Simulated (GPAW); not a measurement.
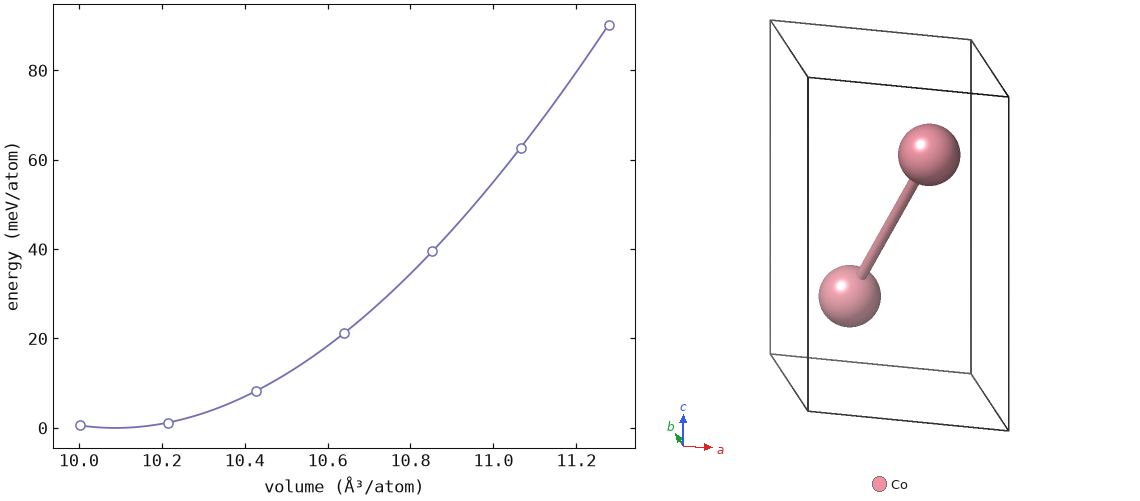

The picture above shows the energy against volume for Co, space group P6_3/mmc (No. 194). The conventional cell is drawn beside the plot.

Starting cell:
```xyz
2
Lattice="2.4720 0.0000 0.0000 -1.2360 2.1408 0.0000 0.0000 0.0000 4.0211" Properties=species:S:1:pos:R:3 pbc="T T T"
Co    1.2360    0.7136    3.0159
Co    0.0000    1.4272    1.0053
```

Calculation (GPAW 26.7.0): PAW DFT in plane waves, on a grid or in atomic orbitals, collinear spins; energies at scaled volumes of the given cell, shape and fractions fixed, counted from the fit's minimum, third-order Birch-Murnaghan fit. Level: LDA, collinear spin.

| setting | value |
| --- | --- |
| k mesh | 10×10×6 |
| occupations | Fermi–Dirac |
| smearing width | 0.05 eV |
| potentials | GPAW PAW data sets (gpaw data 1.2.1) |
| wave cutoff | 600 eV |
| program settings | basis pw |

Question: How stiff is the solid, and where is its volume at rest?

Answer: A third-order Birch–Murnaghan fit gives V0 = 10.09 Å³/atom, B0 = 244 GPa and B′ = 3.5.

Note: shape and atomic fractions are frozen while scaling, which makes layered, chain and framework solids too stiff.
